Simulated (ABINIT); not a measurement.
**GeSb2Te4: single-point calculation (part 1 of 2)**

GeSb2Te4 (R-3m, 7 atoms in the cell), computed with Kohn-Sham DFT of a periodic cell, PBEsol, JTH PAW PBE v2.0, no spin polarisation (ABINIT 10.8.3).

The structure derives from a Materials Project entry.

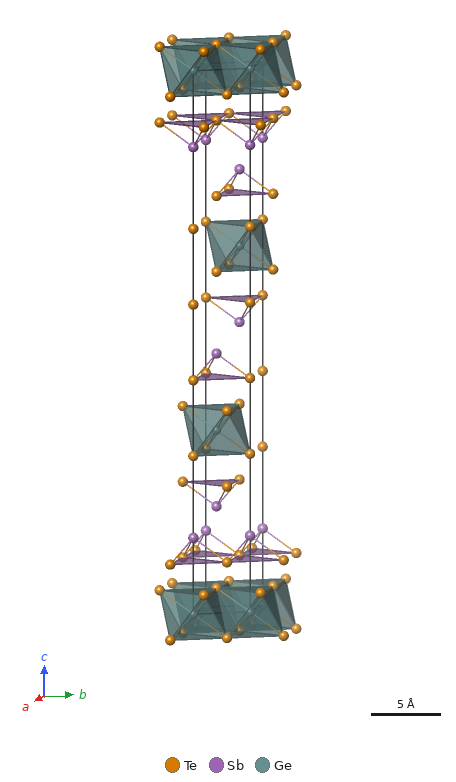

**Figure 1.** The structure (polyhedral view of the cell 3 times as large as that of the calculation, set on its symmetry axes, seen slightly off an axis; polyhedra are completed across the faces of the cell). An atom can appear more than once, as a periodic image.

### The input
```
pp_dirpath "./"
pseudos "Te.GGA_PBE-JTH.xml, Sb.GGA_PBE-JTH.xml, Ge.GGA_PBE-JTH.xml"

acell 25.4375479925 25.4375479925 25.4375479925
rprim
     0.1604110941     0.0926133884     0.9826958030
    -0.1604110941     0.0926133884     0.9826958030
     0.0000000000    -0.1852267767     0.9826958030
ntypat 3
znucl 52 51 32
natom 7
typat 1 1 1 1 2 2 3
xcart
     0.0000000000     0.0000000001    53.1673097209
     0.0000000000     0.0000000001    21.8248052299
     0.0000000000     0.0000000001    42.7217330215
     0.0000000000     0.0000000001    32.2703819293
     0.0000000000     0.0000000002    64.4490485020
     0.0000000000     0.0000000000    10.5430664488
     0.0000000000     0.0000000000     0.0000000000

ecut 22.0
pawecutdg 44.0
pawxcdev 0

kptopt 1
ngkpt 7 7 7
nshiftk 1
shiftk 0.0 0.0 0.0

ixc -116133

nband 41
occopt 3
tsmear 0.00183747

nstep 100
tolvrs 1.0e-9

iomode 3
prtwf 0
prtden 0
prteig 0
prtebands 0
enunit 2
```

Machine: 4 threads of Arm Neoverse V2, 24 GiB of memory available, shared host.

Command:
```bash
mpirun --bind-to none -np 4 abinit run.abi > log 2>&1
```

### Log
```
.Version 10.8.3 of ABINIT
 Symmetries : space group R-3 m (#166); Bravais hR (rhombohedral)
================================================================================
 Values of the parameters that define the memory need of the present run
     intxc =       0    ionmov =       0      iscf =      17    lmnmax =      18
     lnmax =       6     mgfft =     108  mpssoang =       3    mqgrid =    3001
     natom =       7  nloc_mem =       2    nspden =       1   nspinor =       1
    nsppol =       1      nsym =      12    n1xccc =       1    ntypat =       3
    occopt =       3   xclevel =       2
       mpw =        7138          nfft =     1259712          nkpt =          44
Pmy_natom=         2
 PAW method is used; the additional fine FFT grid is defined by:
   mgfftf=       160    nfftf =   4096000
================================================================================
================================================================================

--------------------------------------------------------------------------------
------------- Echo of variables that govern the present computation ------------
--------------------------------------------------------------------------------
 -outvars: echo values of preprocessed input variables --------
            acell      2.5437547993E+01  2.5437547993E+01  2.5437547993E+01 Bohr
              amu      1.27600000E+02  1.21753000E+02  7.26100000E+01
             ecut      2.20000000E+01 Hartree
           enunit           2
              ixc     -116133
         kptrlatt        7    0    0      0    7    0      0    0    7
          kptrlen      5.71265087E+01
            natom           7
            nband          41
            ngfft         108     108     108
          ngfftdg         160     160     160
             nkpt          44
            nstep         100
             nsym          12
           ntypat           3
           occopt           3
        pawecutdg      4.40000000E+01 Hartree
         pawxcdev           0
           prtden           0
        prtebands           0
           prteig           0
            prtwf           0
            rprim      1.6041109410E-01  9.2613388400E-02  9.8269580300E-01
                      -1.6041109410E-01  9.2613388400E-02  9.8269580300E-01
                       0.0000000000E+00 -1.8522677670E-01  9.8269580300E-01
          spgroup         166
           tolvrs      1.00000000E-09
           tsmear      1.83747000E-03 Hartree
            typat      1  1  1  1  2  2  3
           useylm           1
           xangst     -2.6334768688E-16  9.5434476793E-10  2.8134928651E+01
                       1.4821041781E-16  3.9175186631E-10  1.1549189553E+01
                      -6.0737042863E-17  7.6684848069E-10  2.2607367510E+01
                      -5.4400226209E-17  5.7924831286E-10  1.7076750693E+01
                      -8.5537055063E-17  1.1568503659E-09  3.4104967709E+01
                       3.1513933895E-17  1.8924647593E-10  5.5791504944E+00
                       0.0000000000E+00  0.0000000000E+00  0.0000000000E+00
            xcart     -4.9765500410E-16  1.8034502411E-09  5.3167309722E+01
                       2.8007709867E-16  7.4030373664E-10  2.1824805231E+01
                      -1.1477637671E-16  1.4491336086E-09  4.2721733022E+01
                      -1.0280152872E-16  1.0946206702E-09  3.2270381930E+01
                      -1.6164160769E-16  2.1861303603E-09  6.4449048503E+01
                       5.9552704211E-17  3.5762400980E-10  1.0543066450E+01
                       0.0000000000E+00  0.0000000000E+00  0.0000000000E+00
             xred      7.0897200000E-01  7.0897200000E-01  7.0897200000E-01
                       2.9102800000E-01  2.9102800000E-01  2.9102800000E-01
                       5.6968300000E-01  5.6968300000E-01  5.6968300000E-01
                       4.3031700000E-01  4.3031700000E-01  4.3031700000E-01
                       8.5941099999E-01  8.5941099999E-01  8.5941099999E-01
                       1.4058900001E-01  1.4058900001E-01  1.4058900001E-01
                       0.0000000000E+00  0.0000000000E+00  0.0000000000E+00
            znucl       52.00000   51.00000   32.00000

================================================================================

 chkinp: Checking input parameters for consistency.

================================================================================
== DATASET  1 ==================================================================

--- !DatasetInfo
iteration_state: {dtset: 1, }
dimensions: {natom: 7, nkpt: 44, mband: 41, nsppol: 1, nspinor: 1, nspden: 1, mpw: 7138, }
cutoff_energies: {ecut:  22.0, pawecutdg:  44.0, }
electrons: {nelect:   6.80000000E+01, charge:   0.00000000E+00, occopt:   3.00000000E+00, tsmear:   1.83747000E-03, }
meta: {optdriver: 0, ionmov: 0, optcell: 0, iscf: 17, paral_kgb: 0, }
...

 Real(R)+Recip(G) space primitive vectors, cartesian coordinates (Bohr,Bohr^-1):
 R(1)=  4.0804649  2.3558575 24.9973717  G(1)=  0.1225351  0.0707456  0.0133347
 R(2)= -4.0804649  2.3558575 24.9973717  G(2)= -0.1225351  0.0707456  0.0133347
 R(3)=  0.0000000 -4.7117150 24.9973717  G(3)=  0.0000000 -0.1414913  0.0133347
 Unit cell volume ucvol=  1.4417975E+03 bohr^3
 Angles (23,13,12)=  1.84615168E+01  1.84615168E+01  1.84615168E+01 degrees

 Coarse grid specifications (used for wave-functions):

 getcut: wavevector=  0.0000  0.0000  0.0000  ngfft= 108 108 108
         ecut(hartree)=     22.000   => boxcut(ratio)=   2.01104

 Fine grid specifications (used for densities):

 getcut: wavevector=  0.0000  0.0000  0.0000  ngfft= 160 160 160
         ecut(hartree)=     44.000   => boxcut(ratio)=   2.10649

--- Pseudopotential description ------------------------------------------------
- pspini: atom type   1  psp file is ./Te.GGA_PBE-JTH.xml
 Pseudopotential format is: paw10
 basis_size (lnmax)=  4 (lmn_size=  8), orbitals=   0   0   1   1
 Spheres core radius: rc_sph= 2.31107438
 Shapefunction is SIN type: shapef(r)=[sin(pi*r/rshp)/(pi*r/rshp)]**2
 Radius for shape functions =  2.10488624
 Compensation charge density is not taken into account in XC energy/potential

- pspini: atom type   2  psp file is ./Sb.GGA_PBE-JTH.xml
 Pseudopotential format is: paw10
 basis_size (lnmax)=  6 (lmn_size= 18), orbitals=   0   0   1   1   2   2
 Spheres core radius: rc_sph= 2.40089151
 Shapefunction is BESSEL type: shapef(r,l)=aa(1,l)*jl(q(1,l)*r)+aa(2,l)*jl(q(2,l)*r)
 Radius for shape functions =  2.00542650
 Compensation charge density is not taken into account in XC energy/potential

- pspini: atom type   3  psp file is ./Ge.GGA_PBE-JTH.xml
 Pseudopotential format is: paw10
 basis_size (lnmax)=  6 (lmn_size= 18), orbitals=   0   0   1   1   2   2
 Spheres core radius: rc_sph= 2.30476891
 Shapefunction is SIN type: shapef(r)=[sin(pi*r/rshp)/(pi*r/rshp)]**2
 Radius for shape functions =  1.99988291
 Compensation charge density is not taken into account in XC energy/potential

   3.48220927E+04                                ecore*ucvol(ha*bohr**3)
--------------------------------------------------------------------------------

================================================================================

--- !BeginCycle
iteration_state: {dtset: 1, }
solver: {iscf: 17, nstep: 100, nline: 4, wfoptalg: 10, }
tolerances: {tolvrs: 1.00E-09, }
...

     iter   Etot(hartree)      deltaE(h)  residm     nres2
 ETOT  1  -289.98454486608    -2.900E+02 3.211E+01 5.104E+01
 ETOT  2  -294.15666412781    -4.172E+00 4.297E-01 3.649E+01
 ETOT  3  -294.14054794416     1.612E-02 6.018E-02 8.531E+00
 ETOT  4  -294.13817289308     2.375E-03 8.643E-03 2.106E+00
 ETOT  5  -294.13741303440     7.599E-04 8.094E-03 8.122E-01
 ETOT  6  -294.13699280704     4.202E-04 8.560E-03 8.703E-02
 ETOT  7  -294.13696243151     3.038E-05 1.680E-02 7.714E-03
 ETOT  8  -294.13696778847    -5.357E-06 6.202E-03 2.507E-03
 ETOT  9  -294.13696772224     6.623E-08 4.253E-03 1.904E-04
 ETOT 10  -294.13696766388     5.836E-08 2.973E-03 1.940E-05
 ETOT 11  -294.13696765510     8.781E-09 1.054E-03 2.051E-06
 ETOT 12  -294.13696765569    -5.936E-10 1.334E-03 5.965E-07
 ETOT 13  -294.13696765574    -4.951E-11 4.897E-04 8.689E-08
 ETOT 14  -294.13696765571     3.371E-11 5.902E-04 9.908E-09
 ETOT 15  -294.13696765570     7.560E-12 3.453E-04 2.085E-09
 ETOT 16  -294.13696765570    -1.933E-12 3.770E-04 9.955E-11

 At SCF step   16       nres2   =  9.95E-11 < tolvrs=  1.00E-09 =>converged.

 Cartesian components of stress tensor (hartree/bohr^3)
  sigma(1 1)=  8.78109193E-05  sigma(3 2)= -5.71190016E-13
  sigma(2 2)=  8.78109167E-05  sigma(3 1)=  0.00000000E+00
  sigma(3 3)=  9.81259184E-05  sigma(2 1)=  0.00000000E+00
```
